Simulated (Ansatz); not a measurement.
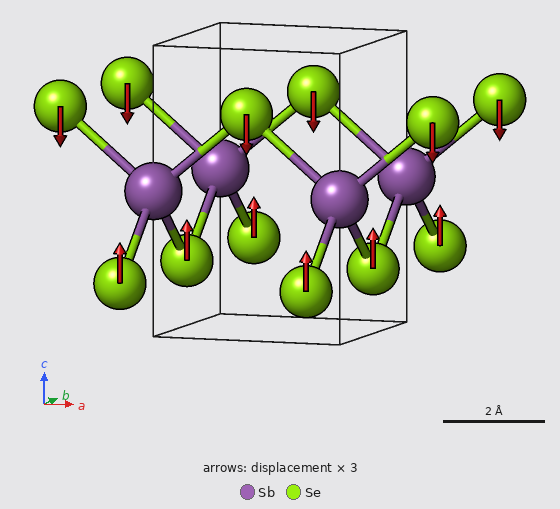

A relaxation of a crystal of SbSe₂ (a generated structure, set up in P-4m2) (coarse preliminary run). The starting structure is drawn; red arrows show the displacements (the part carried along by the change of the cell is left out), 3 times their true length.

The picture is a ball-and-stick view of the cell of the calculation, seen slightly off an axis.

All numbers below come from Ansatz 0.2.0, DFT PBE, scalar-relativistic, plane waves, PAW. Settings: plane-wave cutoff 420 eV; k-point mesh 4 × 4 × 4; occupations gaussian; smearing width 0.1 eV; no spin polarisation; cell and atoms relaxed; force threshold 0.04 eV/Å; at most 70 steps.

Question: Atoms of which element are displaced furthest, and by how much?

Answer: Selenium: up to 0.28 Å, against 0.00 Å for antimony.

Question: What happened in the run?

Answer: The largest moves relative to the cell, 0.28 Å, are those of Se atoms. Sb stays in place. Cell: a = b 3.941 → 4.267 Å (+8.3 %), c 5.844 → 6.399 Å (+9.5 %). Volume +28.3 %. Near-neighbour distances that change, for instance: Sb–Se 2.553 → 2.607 Å. Bond angles that change, for instance: Sb–Se–Sb 101.0° → 109.9°, Se–Sb–Se 101.0° → 109.9°, Se–Sb–Se 113.8° → 109.3°. The space group stays P-4m2 (No. 115). After 7 accepted moves (9 points after the start) the energy has fallen by 95.3 meV per atom. The largest force component goes from 0.66 to 0.016 eV/Å. Pressure: 5.94 GPa at the start and 0.15 GPa at the end. The line search rejected the trial step at point 3 of the run. The SCF was repeated once at an unchanged geometry on a basis and grid sized afresh for the cell, which shifted the energy by 1.5 meV per atom at most. The run took 56 s on 1 thread of Arm Neoverse V1 (shared host), peak memory 0.36 GiB.

Limits of the set-up: the k-point mesh is coarse for a cell with partly filled bands.
